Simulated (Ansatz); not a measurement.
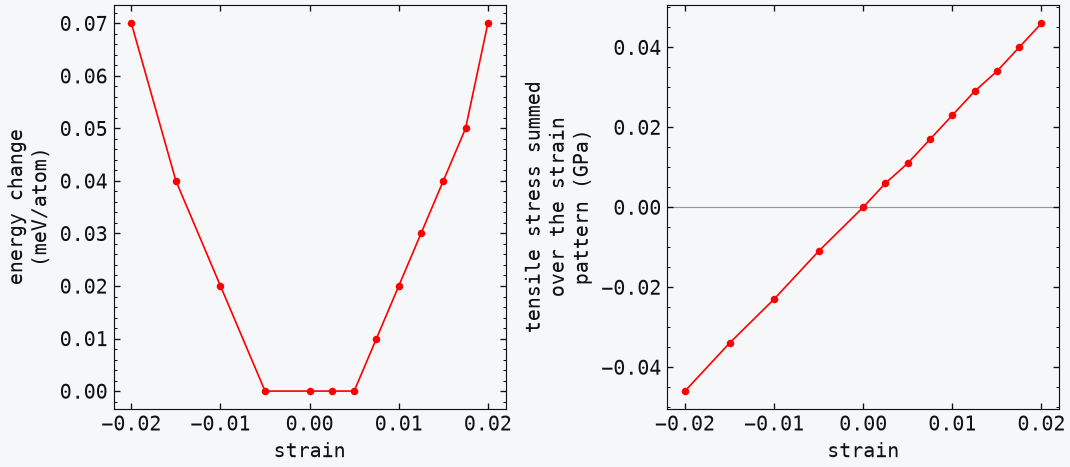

The plot gives the computed energy change and tensile stress summed over the strain pattern against strain for KBr, space group Pm-3m (No. 221).

The given structure:
```xyz
2
Lattice="4.0435 0.0000 0.0000 0.0000 4.0435 0.0000 0.0000 0.0000 4.0435" Properties=species:S:1:pos:R:3 pbc="T T T"
K     0.0000    0.0000    0.0000
Br    2.0217    2.0217    2.0217
```

Computed with Ansatz 0.2.0: homogeneous strain of a crystal along one Voigt pattern with engineering shear, fractional coordinates fixed, by plane-wave density functional theory with PAW datasets, free energies less that of the undisturbed cell; scalar-relativistic. Level: PBEsol, no spin polarisation.

wave cutoff 420 eV; k mesh 6×6×6; occupations Gaussian; smearing width 0.05 eV; k shift (0, 0, 0) (mesh steps); start as given; strain pattern (0, 0, 0, 1, 0, 0) (xx yy zz yz xz xy with engineering shear).

The points at strain −0.015, −0.005, 0.01 and 0.02 follow from computed ones by symmetry.

### Where is the energy change lowest, and are there other minima?

The lowest computed point is at strain −0.0050 (0.00 meV/atom), and no other minimum shows.

### What does the tensile stress summed over the strain pattern do across the range?

It rises from −0.046 GPa at strain −0.0200 to 0.046 GPa at 0.0200, and changes sign near 0.0000.

Keep in mind: reference crystal is not relaxed.

The computed values:

```csv
strain,energy change (meV/atom),tensile stress summed over the strain pattern (GPa)
-0.0200,0.07,-0.046
-0.0150,0.04,-0.034
-0.0100,0.02,-0.023
-0.0050,0.00,-0.011
0.0000,0.00,0.000
0.0025,0.00,0.006
0.0050,0.00,0.011
0.0075,0.01,0.017
0.0100,0.02,0.023
0.0125,0.03,0.029
0.0150,0.04,0.034
0.0175,0.05,0.040
0.0200,0.07,0.046
```
